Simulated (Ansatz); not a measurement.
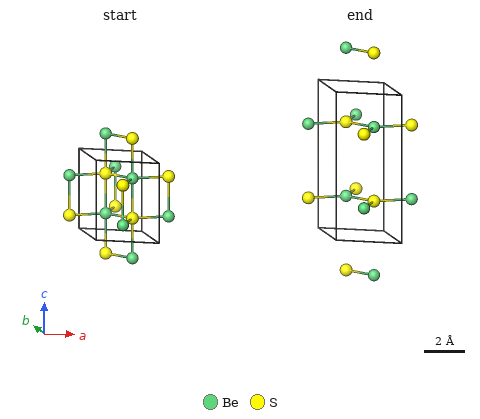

The structure of crystalline BeS (built on the h-MgO (five-fold) type) before (left) and after (right) a relaxation, at one scale.

Style: ball-and-stick. Shown: the cell of the calculation, slightly off an axis.

Computed with Ansatz 0.2.0, DFT, PBE, plane waves, PAW. Settings: plane-wave cutoff 420 eV; k-point mesh 12 × 12 × 6; occupations fermi dirac; smearing width 0.02 eV; no spin polarisation; cell and atoms relaxed; force threshold 0.005 eV/Å.

Q: Summarise the run.

A: No atom moves by more than 0.005 Å relative to the cell. The drawn cell changes as follows: a = b 3.321 → 3.460 Å (+4.2 %), c 4.151 → 7.704 Å (+85.6 %); the volume changes by +101.5 %. Near-neighbour distances that change, for instance: Be–S 2.076 → 3.852 Å, S–S 2.826 → 4.339 Å, Be–S 1.917 → 1.998 Å. Bonds break: Be–S (2.08 → 3.85 Å). The space group stays P6_3/mmc (No. 194). After 23 accepted moves (27 points after the start) the energy has fallen by 963 meV per atom. All forces vanish by symmetry, so only the cell relaxes. The pressure goes from 71.41 to 0.00 GPa. The line search rejected the trial step at point 10 of the run. The SCF was repeated 3 times at an unchanged geometry on a basis and grid sized afresh for the cell, which shifted the energy by 26.2 meV per atom at most. Cost: 110 s on 2 threads of AMD EPYC (Zen 3), on a shared host, peak memory 0.41 GiB.
